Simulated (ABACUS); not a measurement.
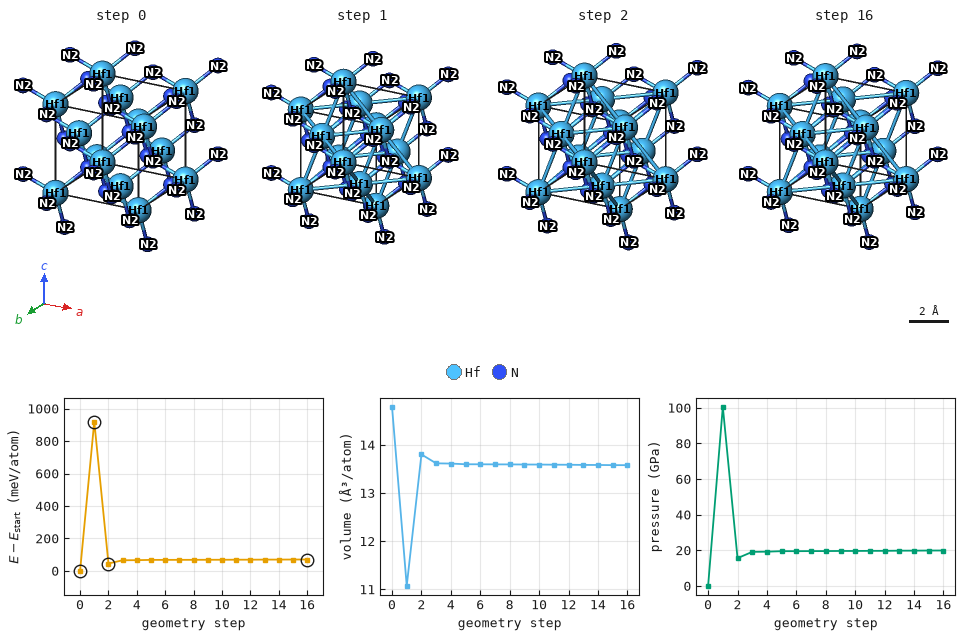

Frames of a relaxation of crystalline HfN (set up in F-43m), marked on the history of the run. A ball-and-stick model of the conventional cell (4 times the calculation's cell), seen from a free direction. Lengths and directions refer to the drawn axes.

The run lets cell and atoms move.

All numbers below come from Kohn-Sham DFT of a periodic cell, PBE, PseudoDojo NC SR 0.4.1 PBE standard (ABACUS 3.10.1).

Input file:
```
INPUT_PARAMETERS
suffix              HfN
calculation         cell-relax
basis_type          pw
pseudo_dir          ./
symmetry            1
dft_functional      pbe
ecutwfc             84
pseudo_rcut         7
nspin               1
nbands              13
ks_solver           dav
smearing_method     fd
smearing_sigma      0.00367493
scf_thr             1e-08
scf_nmax            100
mixing_type         broyden
mixing_beta         0.7
cal_force           1
cal_stress          1
relax_nmax          60
force_thr_ev        0.005
relax_method        cg
out_stru            1
stress_thr          1
press1              200
press2              200
press3              200
kpar                4
```

Command:
```bash
OMP_NUM_THREADS=1 mpirun -np 4 abacus > log
```

Q: Describe the path.

A: The energy rises by 70.5 meV per atom in 16 geometry steps. With the target pressure of 20 GPa, the enthalpy E + pV changes by −81.0 meV per atom. All forces vanish by symmetry, so only the cell relaxes. The pressure goes from 0.07 to 19.92 GPa. The atoms keep their places relative to the cell (all moves are under 0.005 Å). Cell: a = b = c 4.910 → 4.772 Å (−2.8 %). Volume −8.2 %. Some distances before and after: Hf1–Hf1 3.472 → 3.374 Å, Hf1–N2 2.126 → 2.066 Å. The space group stays F-43m (No. 216). From step 0 to 1: volume −25.1 %, energy +920 meV per atom. From step 1 to 2: volume +24.6 %, energy −874 meV per atom. From step 2 to 16: volume −1.6 %, energy +24.7 meV per atom.

| step | E − E(0), meV/atom | pressure, GPa | volume, Å³/atom |
| --- | --- | --- | --- |
| 0 | 0.00 | 0.07 | 14.793 |
| 1 | 920.23 | 100.63 | 11.074 |
| 2 | 45.79 | 15.63 | 13.803 |
| 3 | 65.83 | 19.16 | 13.618 |
| 4 | 66.41 | 19.27 | 13.613 |
| 5 | 68.16 | 19.55 | 13.598 |
| 6 | 68.23 | 19.55 | 13.598 |
| 7 | 68.43 | 19.59 | 13.596 |
| 8 | 68.52 | 19.60 | 13.595 |
| 9 | 68.81 | 19.66 | 13.593 |
| 10 | 68.92 | 19.66 | 13.592 |
| 11 | 69.26 | 19.72 | 13.589 |
| 12 | 69.41 | 19.73 | 13.588 |
| 13 | 69.86 | 19.82 | 13.585 |
| 14 | 69.99 | 19.84 | 13.584 |
| 15 | 70.37 | 19.90 | 13.580 |
| 16 | 70.49 | 19.92 | 13.580 |
